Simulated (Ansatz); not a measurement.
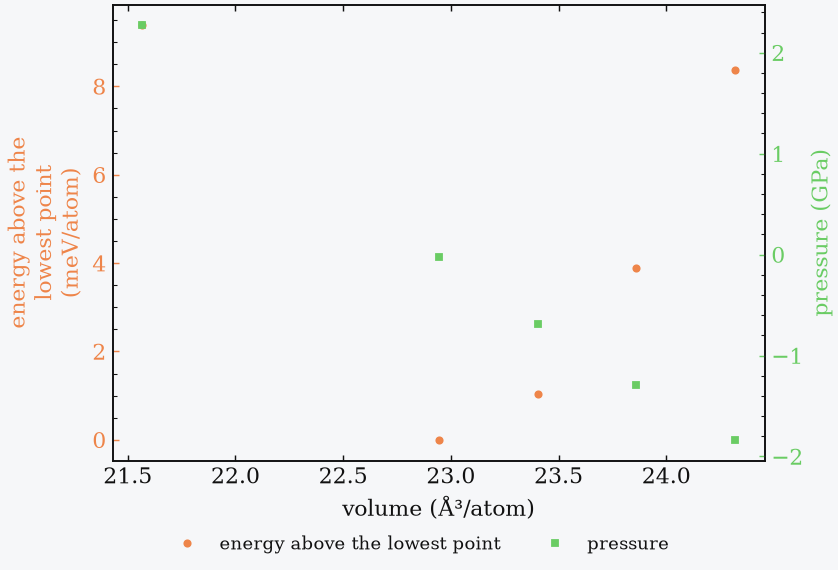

The plot gives the computed energy above the lowest point and pressure against volume for Ti, space group Fd-3m (No. 227) (one of a set of cubic test structures, which need not be the stable phase).

Calculation (Ansatz 0.2.0 development build): equation of state of a cubic crystal from periodic Kohn-Sham density functional theory without spin, third-order Birch-Murnaghan fit to the free energies; pressure corrected for the finite basis. Level: PBE.

structure type diamond; atoms in cell 2; space group number 227; lattice centring face-centred primitive; k mesh 33×33×33; occupation method Fermi–Dirac; occupation width 0.06123 eV; wave cutoff 420 eV; datasets soft-1 PAW; density tolerance 1e−07 eV; bands 16; density cutoff ratio 4; search for lower states default.

The points at volume 22.03 Å³/atom and 22.48 Å³/atom are left out of the plot. What values does the calculation give there?

```tsv
volume (Å³/atom)	energy above the lowest point (meV/atom)	pressure (GPa)
22.03	4.04	1.463
22.48	0.96	0.700
```

Limits of the calculation: cubic model structure, not the ambient form; no spin polarisation, a magnetic state may lie lower.
